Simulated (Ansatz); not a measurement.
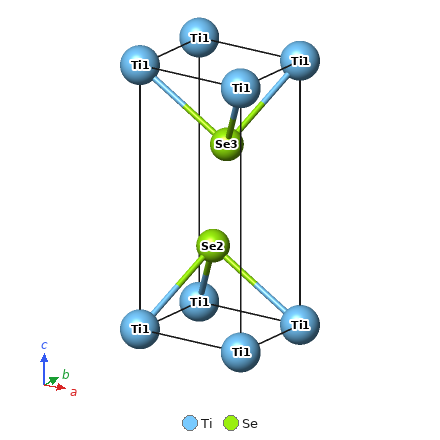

The system is TiSe₂ (P-3m1, No. 164; 3 atoms in the cell); the picture shows the reference structure. 
- The energy is mapped over the lattice constants a and c of the conventional cell.
- First axis: lattice constant a (and b). Second axis: lattice constant c.
- Nothing is relaxed (fractional coordinates fixed).
- The grid has 7 × 7 points.
- Energies are in meV/atom, from the lowest grid point.
- Theory: Ansatz 0.2.0, DFT LDA+D3(BJ), scalar-relativistic, plane waves, PAW. Settings: cutoff 520 eV, k-mesh 15×15×8 in the order of the run's cell vectors, gaussian smearing 0.15 eV, no spin polarisation.

Its coordinates:

```yaml
crystal:
  lattice:
    - [3.37332, 0.00000, 0.00000]
    - [-1.68666, 2.92138, 0.00000]
    - [0.00000, 0.00000, 5.60094]
  atoms:
    - { symbol: Ti, position: [0.00000, 0.00000, 0.00000] }
    - { symbol: Se, position: [0.33333, 0.66667, 0.27621] }
    - { symbol: Se, position: [0.66667, 0.33333, 0.72379] }
```

The input of one point:

```yaml
crystal:
  lattice:
    - [3.3733158201, 0.0, 0.0]
    - [-1.6866579101, 2.9213771952, 0.0]
    - [0.0, 0.0, 5.6009382516]
  atoms:
    - { symbol: Ti, position: [0.0, 0.0, 0.0] }
    - { symbol: Se, position: [0.3333333333, 0.6666666667, 0.2762066462] }
    - { symbol: Se, position: [0.6666666667, 0.3333333333, 0.7237933538] }
basis:
  ecutwfc: 520.0
kpoints:
  mp_grid: { grid: [15, 15, 8] }
hamiltonian:
  xc: lda
  pseudopotentials: { kind: paw }
  dispersion: d3bj
scf:
  occupations: { method: gaussian, width: 0.15 }
output:
  forces: true
  stress: true
  eigenvalues: true
  write_density: true
  write_potential: true
  elf: true
  volumetric_format: npy
```

Range: lattice constant a (and b) from 3.272 to 3.474 Å; lattice constant c from 4.39 to 6.81 Å.

**What landscape does the calculation give?**

The lowest grid point is at lattice constant a (and b) = 3.373 Å, lattice constant c = 5.60 Å. The highest grid point, lattice constant a (and b) = 3.272 Å, lattice constant c = 4.39 Å, lies 1044 meV/atom above the lowest.

```
lattice constant c ↓, lattice constant a (and b) →  3.272  3.306  3.340  3.373  3.407  3.441  3.474
                                              6.81    337    354    375    400    428    459    492
                                              6.41    155    164    178    196    218    243    273
                                              6.00     43     41     45     55     68     86    109
                                              5.60     26     11      3      0      3     10     23
                                              5.20    145    112     87     68     55     48     46
                                              4.79    457    400    352    310    276    249    228
                                              4.39   1044    952    869    795    729    670    619
```

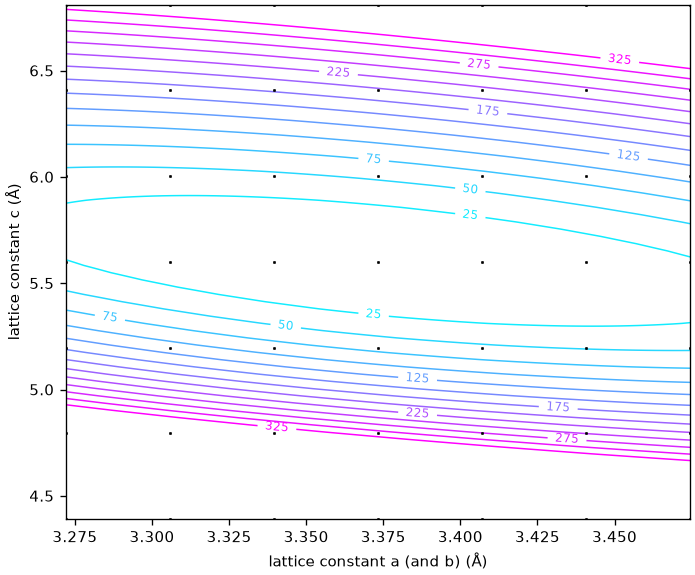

Drawn: contour lines labelled in meV/atom (none above 325), dots at the grid points. Between grid points the surface is interpolated.

Each point was launched as `ansatz run input.yaml --threads 2 --pin off --max-ram 4096MiB --backend cpu --events-out ev --progress --plain --runs-dir out`. Time for the 49 points that were run: 14 min on 2 threads of Arm Neoverse N1, with other jobs on the host.
